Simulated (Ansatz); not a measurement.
Single-point calculation of Zr₅S₁₂ (part 2 of 2)

Zr₅S₁₂ (slab, 17 atoms in the cell); DFT PBEsol, scalar-relativistic, plane waves, PAW, spin-polarised (Ansatz 0.2.0); cutoff 420 eV, 8×10×1 k-mesh, Gaussian smearing of 0.05 eV, collinear spins. The structure derives from an entry of the Crystallography Open Database. It belongs to a series of runs on one base structure; here: Zr vacancy.

Geometry of the input (Å; fractional positions):
```
7.2600  0.0000  0.0000
0.0000  5.8500  0.0000
0.0000  0.0000  26.3831
S  0.0000  0.2492  0.3411
S  0.5000  0.2492  0.3411
Zr 0.2500  0.0000  0.3808
Zr 0.7500  0.0000  0.3808
S  0.0000  0.7508  0.4206
S  0.5000  0.7508  0.4206
S  0.2500  0.2492  0.4603
S  0.7500  0.2492  0.4603
Zr -0.0069  -0.0022  0.5012
Zr 0.5069  -0.0022  0.5012
S  0.2500  0.7358  0.5395
S  0.7500  0.7476  0.5353
S  0.0040  0.2251  0.5813
S  0.4960  0.2251  0.5813
Zr 0.2500  -0.0091  0.6111
S  0.1126  0.8898  0.6985
S  0.3874  0.8898  0.6985
```

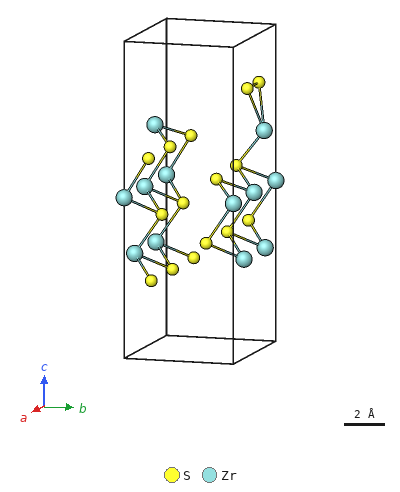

The structure (ball-and-stick view of the cell of the calculation, with the vacuum cut short, seen slightly off an axis). An atom can appear more than once, as a periodic image.

### Output, continued
```
SCF iter   1: F=—  HF=-31280.024770 eV  |F-HF|=—  |Δ(HF+E_count)|=         —  Δρ=3.42e-4 (↑8.16e-5 ↓3.42e-4)  dr2=7.35e-3  dr2_m=4.14e-4  M=1.843 μB ∫|m|=2.035 μB  β_m=1.20  ethr=6.32e-6  p=0.108 e·Å  D=1.75e-2 V/Å  ΔV_dip=-0.46 eV  dr2_dipole=2.33e-3  V_vac-E_F(+/−)=5.60/6.06 eV  ⟨swp⟩=3.3  Hψ=33188  notcnv=0
efield: sawtooth ramp at fractional position 0.9800 (handed on by an earlier solve), width 0.0400; the density the first Hamiltonian is built on has a dipole p = 0.108 e·Å; the dipole correction subtracts the counter field D = 1.75e-2 V/Å, which shifts the + side's vacuum level by -0.46 eV against the − side's; the planar-averaged density in the ramp window peaks in size at 2.0e-8 e/Å³
preconditioner: auto → LDOS  [metal: Δε(μ)=0.006 eV  Ē_g=7.228 eV  σ=0.050 eV  W_gap=0.06  n_scr=130 (ndim 8)  ℏωp=10.6 eV  f_vac=0.590  D(μ)=6.77/eV (n_scr^D=18)]
spin=Collinear: LDOS preconditioning applied to the charge; magnetization (m = ρ↑ − ρ↓) channel mixes plain (no charge-response kernel on spin).
SCF iter   2: F=—  HF=-31280.025233 eV  |F-HF|=—  |Δ(HF+E_count)|=   4.63e-4  Δρ=1.65e-4 (↑9.77e-5 ↓1.65e-4)  dr2=6.33e-3  dr2_m=3.16e-5  M=1.818 μB ∫|m|=2.008 μB  β_m=0.39  ethr=5.57e-6  p=0.109 e·Å  D=1.76e-2 V/Å  ΔV_dip=-0.47 eV  dr2_dipole=2.05e-3  V_vac-E_F(+/−)=5.60/6.06 eV  ⟨swp⟩=1.0  Hψ=5040  notcnv=0
density mixer auto → msr1: a metal under ldos (density of states about μ 0.73 of a free-electron gas's, 130 screened modes)
SCF iter   3: F=—  HF=-31280.024798 eV  |F-HF|=—  |Δ(HF+E_count)|=   4.35e-4  Δρ=1.69e-4 (↑1.69e-4 ↓7.31e-5)  dr2=1.76e-3  dr2_m=1.34e-4  M=1.782 μB ∫|m|=1.971 μB  β_m=0.70  ethr=4.80e-6  p=0.112 e·Å  D=1.81e-2 V/Å  ΔV_dip=-0.48 eV  dr2_dipole=5.41e-4  V_vac-E_F(+/−)=5.59/6.06 eV  ⟨swp⟩=1.1  Hψ=5123  notcnv=0
SCF iter   4: F=—  HF=-31280.025030 eV  |F-HF|=—  |Δ(HF+E_count)|=   2.33e-4  Δρ=6.14e-5 (↑4.22e-5 ↓6.14e-5)  dr2=1.76e-4  dr2_m=1.92e-5  M=1.772 μB ∫|m|=1.961 μB  β_m=0.64  ethr=1.33e-6  p=0.113 e·Å  D=1.83e-2 V/Å  ΔV_dip=-0.48 eV  dr2_dipole=1.63e-5  V_vac-E_F(+/−)=5.59/6.07 eV  ⟨swp⟩=1.8  Hψ=5225  notcnv=0
SCF iter   5: F=—  HF=-31280.025028 eV  |F-HF|=—  |Δ(HF+E_count)|=   2.02e-6  Δρ=4.00e-5 (↑3.08e-5 ↓4.00e-5)  dr2=6.46e-5  dr2_m=9.23e-6  M=1.772 μB ∫|m|=1.959 μB  β_m=0.63  ethr=1.33e-7  p=0.113 e·Å  D=1.82e-2 V/Å  ΔV_dip=-0.48 eV  dr2_dipole=6.14e-6  V_vac-E_F(+/−)=5.59/6.07 eV  ⟨swp⟩=2.0  Hψ=7175  notcnv=0
SCF iter   6: F=—  HF=-31280.024525 eV  |F-HF|=—  |Δ(HF+E_count)|=   5.03e-4  Δρ=1.84e-5 (↑1.30e-5 ↓1.84e-5)  dr2=2.87e-5  dr2_m=1.80e-6  M=1.769 μB ∫|m|=1.954 μB  β_m=0.72  ethr=4.90e-8  p=0.112 e·Å  D=1.81e-2 V/Å  ΔV_dip=-0.48 eV  dr2_dipole=7.76e-6  V_vac-E_F(+/−)=5.59/6.07 eV  ⟨swp⟩=2.0  Hψ=7119  notcnv=0
SCF iter   7: F=—  HF=-31280.024526 eV  |F-HF|=—  |Δ(HF+E_count)|=   8.69e-7  Δρ=6.91e-6 (↑5.87e-6 ↓6.91e-6)  dr2=5.84e-6  dr2_m=1.15e-7  M=1.769 μB ∫|m|=1.952 μB  β_m=0.60  ethr=2.18e-8  p=0.112 e·Å  D=1.81e-2 V/Å  ΔV_dip=-0.48 eV  dr2_dipole=1.65e-7  V_vac-E_F(+/−)=5.59/6.07 eV  ⟨swp⟩=2.2  Hψ=6841  notcnv=0
SCF iter   8: F=—  HF=-31280.024525 eV  |F-HF|=—  |Δ(HF+E_count)|=   5.93e-7  Δρ=2.78e-6 (↑2.78e-6 ↓2.22e-6)  dr2=4.12e-7  dr2_m=4.03e-8  M=1.769 μB ∫|m|=1.952 μB  β_m=0.58  ethr=4.43e-9  p=0.112 e·Å  D=1.81e-2 V/Å  ΔV_dip=-0.48 eV  dr2_dipole=1.49e-8  V_vac-E_F(+/−)=5.59/6.07 eV  ⟨swp⟩=2.0  Hψ=6969  notcnv=0
SCF iter   9: F=—  HF=-31280.024525 eV  |F-HF|=—  |Δ(HF+E_count)|=   4.34e-8  Δρ=1.40e-6 (↑1.40e-6 ↓1.04e-6)  dr2=3.79e-8  dr2_m=1.20e-8  M=1.768 μB ∫|m|=1.951 μB  β_m=0.59  ethr=7.58e-11  p=0.112 e·Å  D=1.81e-2 V/Å  ΔV_dip=-0.48 eV  dr2_dipole=1.97e-10  V_vac-E_F(+/−)=5.59/6.07 eV  ⟨swp⟩=14.5  Hψ=40994  notcnv=0
SCF iter  10: F=—  HF=-31280.024525 eV  |F-HF|=—  |Δ(HF+E_count)|=   3.28e-8  Δρ=6.09e-7 (↑6.09e-7 ↓5.79e-7)  dr2=7.40e-9  dr2_m=3.11e-9  M=1.768 μB ∫|m|=1.951 μB  β_m=0.63  ethr=2.87e-11  p=0.112 e·Å  D=1.81e-2 V/Å  ΔV_dip=-0.48 eV  dr2_dipole=7.31e-10  V_vac-E_F(+/−)=5.59/6.07 eV  ⟨swp⟩=12.0  Hψ=34066  notcnv=0
SCF iter  11: F=-31280.024525 eV  HF=-31280.024525 eV  |F-HF|=5.02e-10  |Δ(HF+E_count)|=   8.50e-9  Δρ=2.44e-7 (↑2.44e-7 ↓2.44e-7)  dr2=1.68e-9  dr2_m=5.25e-10  M=1.768 μB ∫|m|=1.951 μB  ethr=5.61e-12  p=0.112 e·Å  D=1.81e-2 V/Å  ΔV_dip=-0.48 eV  dr2_dipole=2.49e-10  V_vac-E_F(+/−)=5.59/6.07 eV  ⟨swp⟩=9.7  Hψ=31248  notcnv=0
SCF 1 converged in 11 iterations: F = -31280.024525 eV  dr2 = 1.68e-9
  greatest PAW one-centre occupation: 0.996 electrons in one spin orbital (limit 2), on the Zr atom at site 14 (counted from 0), in its partial waves of l = 0
WARN: The output density's exchange-correlation potential varies sharply where the density is thin. Do not read a vacuum level from v_tot or v_xc, or from such a field of the output density. On a cell that repeats whose density bears no net charge and no dipole along the vacuum's axis use v_es (v_loc + v_h of the components); under efield.dipole_correction with no amplitude use v_es + v_field, which holds any external_charges[].barrier, or the levels of the report's work_function block, which leave it out; under a non-zero efield.amplitude the vacuum is tilted and has no level; on a cell that repeats and bears such a dipole with no correction it is tilted too, and efield.dipole_correction with no amplitude gives each side of its ramp a level where efield: is served; in a cell that repeats whose density bears a net charge (total_charge, or a fill off its count) it is curved and has none; of a slab under crystal.periodic whose density bears no net charge use v_es, which has a level on each side, short of where the two are joined; of another it falls or rises all the way out and has none; of a slab beside external_charges read slab_vacuum_level instead, which it has where they leave it neutral. The grid or the basis barely resolves most such structure, and the values can differ between equally converged runs; as a rule a tighter scf.convergence.dr2_threshold does not remove it. Where the density itself ripples (under the LDA too) a higher basis.ecutwfc lessens it. The files hold the spikes' plane waves up to the density's cutoff. Files: v_tot_of_output_density and the like, and their columns of v_z.tsv (output.write_potential); v_xc_of_output_density and the like, and their columns of v_comp_z.tsv (output.write_potential_components). Measured: with its Gaussian average of σ = 0.25 Å subtracted twice, the exchange-correlation potential is over 0.1 eV at 4124 of the grid points where the equally averaged density (valence and model cores) is under 1e-3 e/Å³, and 1.37 eV at the most among them, at an averaged density of 4.2e-4 e/Å³. The input density's (outcome.potential() and, of a run that writes arrays, v_tot and v_xc) is over 0.1 eV, so measured, at 4104 points of its own thin density, 1.37 eV at the most. See output.write_potential in the manual, Limitations
SCF converged after 11 iterations
Magnetization: 1.7683 μB (66.8841 up, 65.1159 down)
Absolute magnetization: 1.9476 μB (∫|ρ↑−ρ↓|, with the PAW one-centre terms)
Spin contamination: 0.0229 ħ² per cell (⟨S²⟩ above its minimum at these occupations)
Per-site moments (μB) at R_I (Å): [(0.019203397460124342, 1.0530905095430374), (0.019203397460124304, 1.0530905095430374), (-0.002095218992853253, 1.0530905018069032), (0.0007305693249534162, 1.0530905018069032), (0.02100614326144032, 1.0530905095430374), (0.021006143261440315, 1.0530905095430374), (0.019585667892257234, 1.0530905018069032), (0.01578652653403782, 1.0469564873693435), (-0.00874223252572558, 1.0159053305954198), (-0.00874223252572563, 1.0159053305954198), (0.010813951221946705, 0.9924789336453266), (0.17811563798467864, 1.0159053305954198), (0.12928077613880593, 0.9834476141802694), (0.12928077613880584, 0.9834476141802694), (-0.01877801424523189, 0.9834476141802694), (0.2237998515291025, 0.8228306799838287), (0.22379985152910248, 0.8228306799838287)]
Free energy (F): -31280.024525 eV
Harris-Foulkes:  -31280.024525 eV  (|F-HF|=5.02e-10)
Internal energy: -31280.015762 eV  (E = F + TS)
E sigma→0 (E₀):  -31280.020144 eV
Entropy (-TS):   -0.008764 eV (-0.516 meV/atom)
Fermi energy:    -1.538529 eV
Dipole field:    D = 0.018098 V/Å  (p = 0.112069 e·Å, saw-weighted, corrected)
Work function:   Φ+ = 5.5932 eV   Φ− = 6.0707 eV
Levels:          The Fermi level and band energies are counted from a zero that moves with the ramp; work functions are not
--- Per-component energies (eV) ---
  E_band       = -1908.090000
  E_kinetic    = 2932.519937
  E_local      = -74270.661776  (includes V_loc(G=0)·N_el)
  E_nonlocal   = 744.763864
  E_hartree    = 35569.622567
  E_xc         = -1949.235865
  E_vxc        = -1990.648197  (∫ρ·V_xc dr)
  E_paw        = -21507.505087  (= ΣΔE_a)
  E_vpaw       = -463.797141  (= ΣTr[D̂ρ^β])
  E_aug_tail   = 0.000132  (compensation charges beyond the density's cutoff)
  E_efield     = 0.001014  (sawtooth field / dipole correction)
  E_vefield    = 0.492840  (∫n·V_field dr)
  E_ewald      = 27198.907458
  E_core_change = 1.571994  (= ΣΔE_core)
  E_smearing   = -0.008764  (= −TS)
  E_closure    = 0.000000  (closes the sum)
  Σ components = -31280.024525   (vs F -31280.024525, Δ=0.00e0)
--- Forces (eV/Å), atoms counted from 1 ---
  atom   1  S     -0.08373796    -1.37646714     0.42357491
  atom   2  S      0.08373796    -1.37646714     0.42357491
  atom   3  Zr     0.00000000     2.06563090     0.70678706
  atom   4  Zr     0.00000000     1.83029226     0.13890781
  atom   5  S      0.04553589    -0.13425509    -0.35967668
  atom   6  S     -0.04553589    -0.13425509    -0.35967668
  atom   7  S      0.00000000    -0.69340896    -0.61343723
  atom   8  S      0.00000000    -0.17161425    -0.36041264
  atom   9  Zr    -0.00262760    -0.01053333    -0.00491886
  atom  10  Zr     0.00262760    -0.01053333    -0.00491886
  atom  11  S      0.00000000    -0.00216353     0.01450284
  atom  12  S      0.00000000     0.01665815     0.00159677
  atom  13  S     -0.01970254     0.00998883    -0.00155668
  atom  14  S      0.01970254     0.00998883    -0.00155668
  atom  15  Zr     0.00000000    -0.02949303     0.01308261
  atom  16  S      0.00623889     0.00331739    -0.00794158
  atom  17  S     -0.00623889     0.00331739    -0.00794158
  max |Σ_I F_I| component: 1.06e-5 eV/Å
--- Band table (eV; the first three rows and the last of 60) ---
  k-point 0 ↑: bands = ["-50.3779", "-50.3009", "-50.0428", "-50.0306", "-49.8135", "-28.5607", "-28.4550", "-28.4544", "-28.3856", "-28.3108", "-28.2656", "-28.2388", "-28.1720", "-28.1480", "-28.1465", "-28.1226", "-28.0351", "-28.0268", "-27.9776", "-27.8819", "-16.6871", "-13.9056", "-13.2494", "-13.0473", "-12.9871", "-12.8930", "-12.7953", "-12.5684", "-12.5018", "-12.1612", "-12.0200", "-11.9204", "-6.0401", "-5.6986", "-5.5028", "-5.4557", "-5.4065", "-5.3408", "-5.1684", "-4.4498", "-4.3978", "-4.3549", "-4.2037", "-4.1776", "-3.9754", "-3.9461", "-3.8857", "-3.7732", "-3.7728", "-3.6789", "-3.6008", "-3.4764", "-3.2710", "-3.2622", "-3.1655", "-3.0386", "-2.8143", "-2.7348", "-2.6129", "-2.3565", "-2.2074", "-2.1811", "-2.0850", "-2.0695", "-1.9220", "-1.5768", "-1.5268", "-0.1511", "-0.0878", "0.1561", "0.2161", "0.7167", "0.8194", "1.0678", "1.3723", "1.5019", "1.6339", "1.6713", "1.7401", "1.9495", "1.9549", "2.2054", "2.2508", "2.3472"]
  k-point 1 ↑: bands = ["-50.3779", "-50.3009", "-50.0428", "-50.0306", "-49.8135", "-28.5607", "-28.4551", "-28.4544", "-28.3856", "-28.3108", "-28.2656", "-28.2388", "-28.1720", "-28.1480", "-28.1466", "-28.1226", "-28.0352", "-28.0268", "-27.9775", "-27.8819", "-16.6870", "-13.8863", "-13.2485", "-13.0498", "-12.9965", "-12.8996", "-12.7913", "-12.5694", "-12.5112", "-12.1679", "-12.0148", "-11.9200", "-6.0405", "-5.6759", "-5.4908", "-5.4573", "-5.4099", "-5.3443", "-5.1750", "-4.5654", "-4.4459", "-4.3148", "-4.2065", "-4.1467", "-3.9933", "-3.9738", "-3.9086", "-3.7680", "-3.7130", "-3.6529", "-3.5651", "-3.4583", "-3.3502", "-3.1673", "-3.1670", "-3.0131", "-2.7848", "-2.7452", "-2.5854", "-2.3325", "-2.2403", "-2.1696", "-2.0810", "-2.0573", "-1.9099", "-1.6492", "-1.5263", "-0.1619", "-0.0935", "0.1512", "0.2207", "0.7252", "0.8146", "1.0741", "1.3584", "1.4987", "1.6377", "1.6821", "1.7343", "1.9468", "1.9550", "2.2147", "2.2513", "2.3557"]
  k-point 2 ↑: bands = ["-50.3779", "-50.3009", "-50.0428", "-50.0306", "-49.8135", "-28.5607", "-28.4551", "-28.4543", "-28.3857", "-28.3109", "-28.2656", "-28.2388", "-28.1720", "-28.1480", "-28.1467", "-28.1226", "-28.0353", "-28.0268", "-27.9775", "-27.8819", "-16.6865", "-13.8312", "-13.2483", "-13.0563", "-13.0175", "-12.9189", "-12.7941", "-12.5718", "-12.5266", "-12.1851", "-12.0015", "-11.9192", "-6.0411", "-5.6500", "-5.4634", "-5.4609", "-5.4109", "-5.3550", "-5.1513", "-4.6853", "-4.5185", "-4.4677", "-4.1505", "-4.1237", "-3.9987", "-3.9699", "-3.9165", "-3.7802", "-3.6733", "-3.6128", "-3.4540", "-3.4208", "-3.4153", "-3.1742", "-3.0777", "-2.9290", "-2.7567", "-2.7145", "-2.5073", "-2.3285", "-2.2783", "-2.1474", "-2.0776", "-2.0600", "-1.8752", "-1.7765", "-1.5255", "-0.1948", "-0.1033", "0.1352", "0.2261", "0.7428", "0.8010", "1.0907", "1.3238", "1.4891", "1.6468", "1.6993", "1.7303", "1.9535", "1.9557", "2.2239", "2.2527", "2.3691"]
  k-point 29 ↓: bands = ["-50.3770", "-50.3029", "-50.0464", "-50.0424", "-49.8308", "-28.5571", "-28.4575", "-28.3826", "-28.3774", "-28.3197", "-28.3146", "-28.2070", "-28.1940", "-28.1619", "-28.1578", "-28.1338", "-28.0986", "-28.0535", "-27.9838", "-27.9028", "-16.3709", "-13.2919", "-13.2503", "-13.1335", "-13.0685", "-12.9538", "-12.5545", "-12.5314", "-12.4594", "-12.1512", "-12.1463", "-11.3975", "-5.7189", "-5.4100", "-5.1198", "-5.1074", "-4.8535", "-4.8451", "-4.7945", "-4.7417", "-4.7148", "-4.6107", "-4.4398", "-4.2141", "-4.0181", "-3.7658", "-3.6861", "-3.6779", "-3.6019", "-3.4340", "-3.3745", "-3.2658", "-3.2631", "-3.1700", "-3.0888", "-3.0405", "-2.9408", "-2.7051", "-2.5381", "-2.5209", "-2.3173", "-2.2443", "-2.0874", "-1.9880", "-1.9025", "-1.4392", "-1.2557", "0.1149", "0.1773", "0.6149", "0.6432", "0.9592", "0.9736", "1.1609", "1.3129", "1.3708", "1.5183", "1.5316", "1.6133", "1.8994", "1.9080", "2.0164", "2.0501", "2.2897"]
--- Löwdin populations: 17 sites ---
  site symbol       q [e]    m [muB]
     0      S      6.3992     0.0281
     1      S      6.3992     0.0281
     2     Zr     11.1705    -0.0063
     3     Zr     11.1585     0.0002
     4      S      6.3351     0.0277
     5      S      6.3351     0.0277
     6      S      6.2810     0.0261
     7      S      6.2243     0.0189
     8     Zr     11.2790    -0.0224
     9     Zr     11.2790    -0.0224
    10      S      6.2780     0.0148
    11      S      6.2470     0.2699
    12      S      6.2611     0.2066
    13      S      6.2611     0.2066
    14     Zr     11.2824    -0.0457
    15      S      6.0033     0.5049
    16      S      6.0033     0.5049
  spilling = 0.006082 (of n_electrons = 132.000000)
--- Band densities, each state counted as filled ---
  window                                       electrons  max residual (eV)  cut levels
  e_range: [-2, -1]                  8.862500 + 9.175000             5.2e-9           0
  e_range: [-1, -0.5]                5.175000 + 4.162500             6.1e-9           0
  e_range: [-0.5, -0.25]             1.537500 + 1.612500             6.7e-9           0
  e_range: [-0.25, 0]                1.275000 + 1.000000             6.5e-9           0
  e_range: [0, 0.25]                 0.150000 + 0.912500             1.7e-6           0
  e_range: [0.25, 0.5]               0.000000 + 1.000000             3.5e-6           0
  e_range: [0.5, 1]                  0.000000 + 0.000000                  -           0
  e_range: [1, 1.5]                  0.650000 + 0.425000             2.3e-6           0
```

### File band_densities.tsv
```
# window	n_electrons_up	n_electrons_dn	max_residual_ev	n_cut_levels
# fermi_ev = -1.538529
# range_zeros_ev = -1.538529 -1.538529
# range_zeros_ev: from where a range's energies are measured, in spin up and in spin down where the run solves two channels
e_range_-2_-1	8.862500	9.175000	5.236e-9	0
e_range_-1_-0.5	5.175000	4.162500	6.121e-9	0
e_range_-0.5_-0.25	1.537500	1.612500	6.724e-9	0
e_range_-0.25_0	1.275000	1.000000	6.492e-9	0
e_range_0_0.25	0.150000	0.912500	1.706e-6	0
e_range_0.25_0.5	0.000000	1.000000	3.535e-6	0
e_range_0.5_1	0.000000	0.000000	-	0
e_range_1_1.5	0.650000	0.425000	2.254e-6	0
```

### Key numbers

- outcome: converged
- electrons treated: 132
- free energy: −31280.0245 eV
- work function, top face: 5.59 eV
- work function, bottom face: 6.07 eV
- Fermi energy: −1.539 eV
- gap on the k-point mesh: none (metallic)
- net moment of the cell: 1.77 μB
- integrated absolute moment: 1.95 μB
- work function (upper face): 5.59 eV
- largest force (length of the vector): 2.183 eV/Å
- hardware: 4 threads of Arm Neoverse V1, 24 GiB of memory available, shared host
- wall time: 5.7 min (CPU time 23 min)
- peak memory: 4.8 GiB

### Remarks

The program warns: the state was not tested for a lower one; the exchange-correlation potential is rough where the density is thin.
